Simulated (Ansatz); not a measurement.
Input file:

```
crystal:
  lattice:
    - [0.0, 2.0237565712, 2.1553921414]
    - [2.0237565712, 0.0, 2.1553921414]
    - [2.0237565712, 2.0237565712, 0.0]
  atoms:
    - { symbol: Mg, position: [0.0, 0.0, 0.0] }
    - { symbol: O, position: [0.5, 0.5, 0.5] }
kpoints:
  mp_grid: { grid: [10, 10, 10] }
  band_path:
    path:
      - [0.0, 0.0, 0.0]
      - [0.5, 0.0, 0.5]
      - [0.625, 0.25, 0.625]
      - [0.375, 0.375, 0.75]
      - [0.5, 0.5, 0.5]
      - [0.5, 0.25, 0.75]
    npoints: 1
hamiltonian:
  xc: r2scan
scf:
  occupations: { method: fixed }
  n_extra_bands: 4
output:
  forces: true
  stress: true
  eigenvalues: true
  write_density: true
  write_potential: true
  elf: true
  volumetric_format: npy
```

Launched as:

```sh
ansatz run input.yaml --threads 4 --pin off --max-ram 3686MiB --backend cpu --events-out ev --progress --plain --runs-dir out
```

Below, planes, directions and counts refer to the conventional cell (a = 2.86 Å, b = 2.86 Å, c = 4.31 Å, α = 90.00°, β = 90.00°, γ = 90.00°).

Space group I4/mmm; started from the rocksalt prototype, which need not be the ambient phase; changed on purpose from its base cell (epitaxial xy strain -3.7%); computed pressure about 11 GPa in this cell.

These are results of Ansatz, DFT, r2SCAN, plane waves, PAW, not measurements.

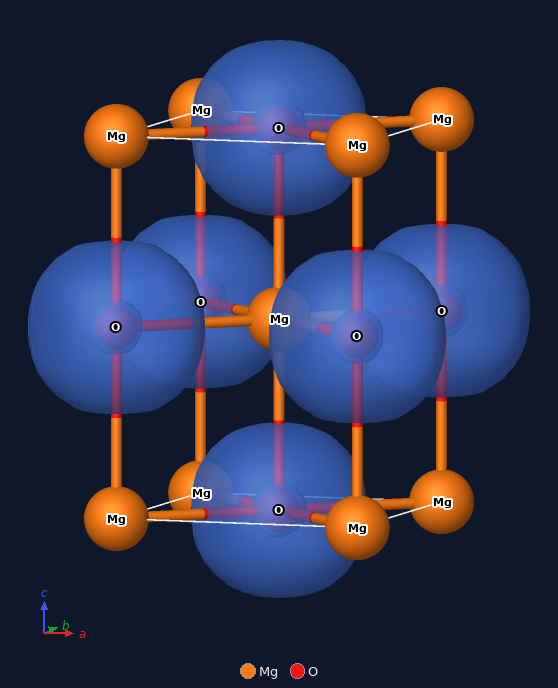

MgO. Isosurface of the ELF at 0.6 (blue), seen slightly off an axis. Core shells and regions of very low density are left out. Sticks mark near contacts.

In a PAW calculation such maps are meaningful between the atoms, not at the nuclei.

### Where are the electrons localised?

The surface consists of two regions wrapped around O (the valence shell of each), counted in one cell of 4 atoms. Regions shared between cells count once.

Values along the shortest contacts:
Mg–O (2.02 Å): the ELF peaks at about 0.85 in the valence shell of O, 0.6 Å from its nucleus, and is about 0.35 at the midpoint: an ionic contact with no shared pair. Mg–O (2.16 Å): the ELF peaks at about 0.85 in the valence shell of O, 0.6 Å from its nucleus, and is about 0.35 at the midpoint: a largely ionic contact.

### Does the calculation make it a metal, or give it a gap?

It is gapped, with a Kohn–Sham gap of 6.1 eV on the k-point mesh, an upper bound to the gap of this method.
